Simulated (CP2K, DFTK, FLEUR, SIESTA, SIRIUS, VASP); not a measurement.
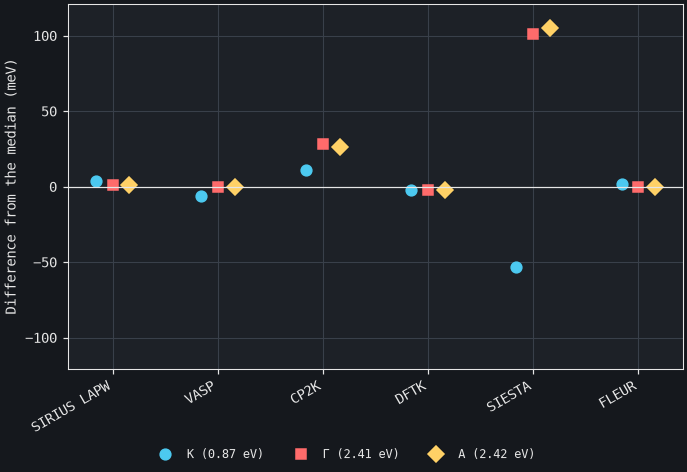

Lowest conduction level at each named k point, counted from the valence-band top at Γ, for MoSe2, space group P6_3/mmc (No. 194), 6 atoms in the cell; a = 3.288 Å, c = 12.900 Å (hexagonal axes). Six programs ran PBEsol (no spin polarisation, no spin-orbit coupling) on the same cell and 9×9×2 k mesh. The plot shows each result less the median of the plane-wave and all-electron runs, which the legend gives.

Question: What spread should one expect between these programs?

Answer: The plane-wave and all-electron programs (SIRIUS LAPW, FLEUR, DFTK and VASP) agree within 11 meV at these points; their potentials differ as well, also in the shells treated as valence. CP2K departs by up to +28 meV (at Γ) and SIESTA departs by up to +105 meV (at A).

| program | kind | valence electrons | K (eV) | Γ (eV) | A (eV) |
| --- | --- | --- | --- | --- | --- |
| SIRIUS LAPW | all-electron | – | 0.878 | 2.406 | 2.423 |
| VASP | plane waves | 52 | 0.868 | 2.405 | 2.422 |
| CP2K | local basis | 52 | 0.885 | 2.433 | 2.448 |
| DFTK | plane waves | 92 | 0.872 | 2.403 | 2.420 |
| SIESTA | local basis | 92 | 0.821 | 2.506 | 2.527 |
| FLEUR | all-electron | – | 0.876 | 2.405 | 2.422 |

Settings. all-electron FP-LAPW, Fermi-Dirac smearing of 0.05 eV (SIRIUS). VASP PAW PBE potentials, release 64 (Mo_sv, Se), 520 eV cutoff, Fermi-Dirac smearing of 0.05 eV (VASP). POTENTIAL_UZH Mo GTH-PBE-q14, Se GTH-PBE-q6; TZVP-MOLOPT-PBE-GTH basis, Fermi-Dirac smearing of 0.05 eV (CP2K). dojo.nc.sr.pbesol.v0_4_1.standard.upf (PBEsol), 1170 eV cutoff, Fermi-Dirac smearing of 0.05 eV (DFTK 0.8.2). PseudoDojo 0.4 standard (PBEsol files), Fermi-Dirac smearing of 0.05 eV (SIESTA 5.4.2). all-electron, Fermi-Dirac smearing of 0.05 eV (FLEUR).

The cell's inner coordinates are idealised or old. Spin-orbit coupling is left out, which matters for Mo and Se. LDA, GGA and most meta-GGA functionals understate gaps. CP2K and SIESTA: the basis of atomic orbitals isn't converged, which shifts gaps and empty levels. VASP: the PAW data sets were made with another functional. CP2K: the potentials were made for another functional.
